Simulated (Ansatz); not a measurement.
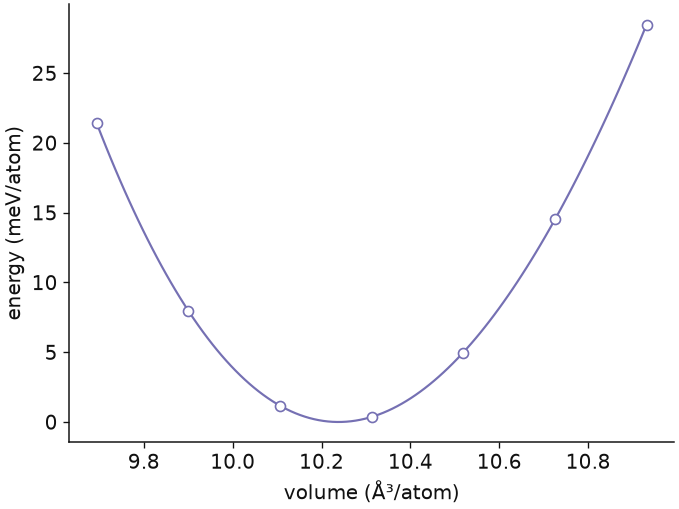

The picture above shows the energy against volume for SiC, space group P6_3mc (No. 186).

Structure:
```cif
data_structure
_symmetry_space_group_name_H-M 'P 1'
_symmetry_Int_Tables_number 1
_cell_length_a 3.0757
_cell_length_b 3.0757
_cell_length_c 10.0706
_cell_angle_alpha 90.000
_cell_angle_beta 90.000
_cell_angle_gamma 120.000
_cell_volume 82.50
loop_
_atom_site_label
_atom_site_type_symbol
_atom_site_fract_x
_atom_site_fract_y
_atom_site_fract_z
_atom_site_occupancy
Si1 Si 0.00000 0.00000 0.18789 1
Si2 Si 0.00000 0.00000 0.68789 1
Si3 Si 0.33333 0.66667 0.43784 1
Si4 Si 0.66667 0.33333 0.93784 1
C1 C 0.00000 0.00000 0.00046 1
C2 C 0.00000 0.00000 0.50046 1
C3 C 0.33333 0.66667 0.24980 1
C4 C 0.66667 0.33333 0.74980 1
```

Method: plane-wave DFT, no spin polarisation; energies at scaled volumes of the given cell, shape and fractions fixed, counted from the fit's minimum, third-order Birch-Murnaghan fit (Ansatz 0.2.0). Level: BLYP with D3(BJ).

```csv
setting,value
k mesh,10×10×3
occupations,Fermi–Dirac
smearing width,0.05 eV
potentials,Ansatz PAW
wave cutoff,420 eV
density cutoff,1680 eV
```

This calculation gives: equilibrium volume 10.24 Å³/atom and bulk modulus 217 GPa.

Now the level changes from BLYP with D3(BJ) to PBEsol with D3(BJ). What happens?

The equilibrium volume falls from 10.24 to 10.16 Å³/atom (−0.8 %) and the bulk modulus rises from 217 to 229 GPa (+5.5 %).

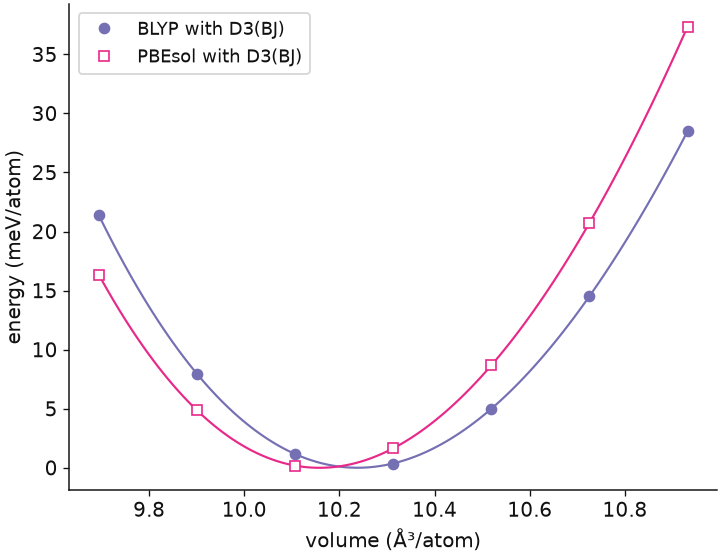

The two results together.

For BLYP with D3(BJ), limits of the calculation: the functional was run on potentials made for another functional; shape and atomic fractions are frozen while scaling, which makes layered, chain and framework solids too stiff.

For PBEsol with D3(BJ), limits of the calculation: shape and atomic fractions are frozen while scaling, which makes layered, chain and framework solids too stiff.

V0 and the bulk modulus come from third-order Birch–Murnaghan fits.
